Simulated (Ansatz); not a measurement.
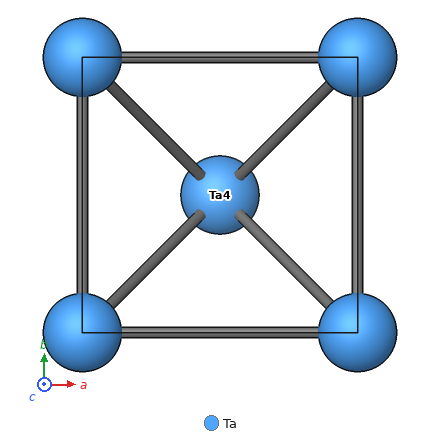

Two computed energy maps of cells of Ta. The picture above is the structure of the first map.

Map 1

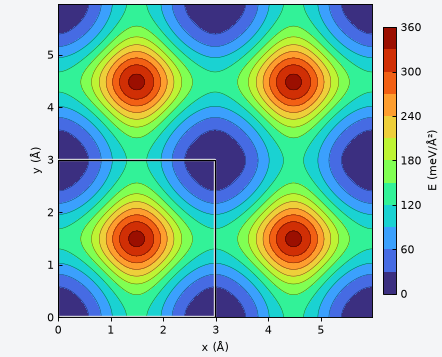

Ta (Fm-3m, No. 225; 4 atoms in the cell). Gamma surface: rigid slide across a plane, one fault a cell; the plane is (0 0 1) of the conventional cell. Places are given modulo a cell vector. The map is drawn in real space over the plane of the slide. Nothing is relaxed (rigid halves, spacing across the cut fixed). The scan uses a 12 × 12 grid; 28 points were computed and 116 follow by symmetry. All energies are given in meV/Å² relative to the lowest grid point. Method: DFT PBE, scalar-relativistic, plane waves, PAW (Ansatz). Settings: cutoff 420 eV, k-mesh 15×15×5 in the order of the run's cell vectors, gaussian smearing 0.15 eV, no spin polarisation.

The picture shows filled contours, the outline of one cell of the 2 × 2 shown. Between grid points the surface is interpolated.

Map 2

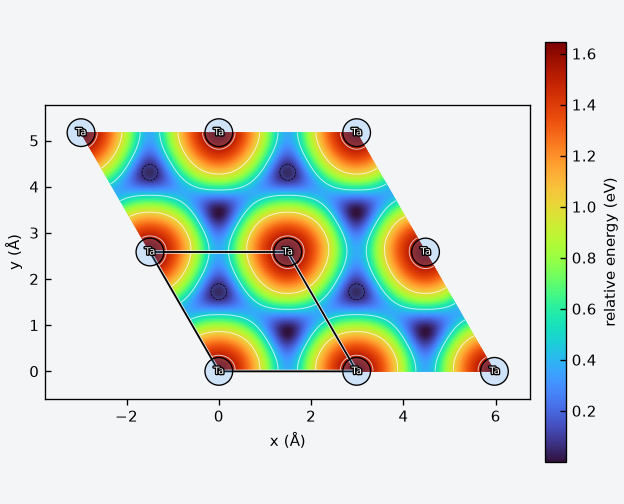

H on a Ta(111) slab cut from the Fm-3m phase, its upper half relaxed before the scan (3 atoms of substrate and one adsorbate in a 1 × 1 cell). H is moved over the surface cell; relaxed at each place: the height of the adsorbate's atoms; substrate rigid; the origin of the map has the adsorbate above Ta3. Places are given modulo a cell vector. The map is drawn in real space over the plane of the surface. The grid has 6 × 6 points; 10 points were computed and 26 follow by symmetry. Energies are in eV, from the lowest grid point. With one adsorbate in each 1 × 1 cell, its nearest image is 3.0 Å away, so neighbouring adsorbates interact. Computed with DFT PBE, scalar-relativistic, plane waves, PAW (Ansatz 0.2.0). Settings: cutoff 420 eV, k-mesh 9×9×1, gaussian smearing 0.1 eV, no spin polarisation.

Drawn: a smooth colour map with a few white contour lines, labelled circles for the atoms of the top layer and small ones for the second layer, the outline of one cell of the 2 × 2 shown. Between grid points the surface is interpolated.

What does each map show?

Map 1: The lowest grid point is at (0/12, 0/12) of the cell vectors. No other kind of well shows on this grid. The highest grid point, (6/12, 6/12) of the cell vectors, lies 339 meV/Å² above the lowest. On the interpolated surface the easiest way out of the lowest well to its copy in the next cell or period passes a barrier of about 127 meV/Å².
Map 2: The lowest grid point is at a threefold hollow over a third-layer Ta atom, (4/6, 2/6) of the cell vectors. A higher local minimum lies near a threefold hollow over a second-layer Ta atom, (2/6, 4/6) of the cell vectors (0.011 eV above the lowest at that grid point). The highest grid point, the top site over a surface Ta atom, (0/6, 0/6) of the cell vectors, lies 1.65 eV above the lowest. On the interpolated surface the easiest way out of the lowest well to the well at a threefold hollow over a second-layer Ta atom, (2/6, 4/6) of the cell vectors passes a barrier of about 0.37 eV. At the lowest point the adsorbate has 3 Ta at 2.00 Å as nearest neighbours, at the highest 1 Ta at 1.80 Å. Its relaxed height above the top atom is 1.02 Å at the lowest and 1.80 Å at the highest point.
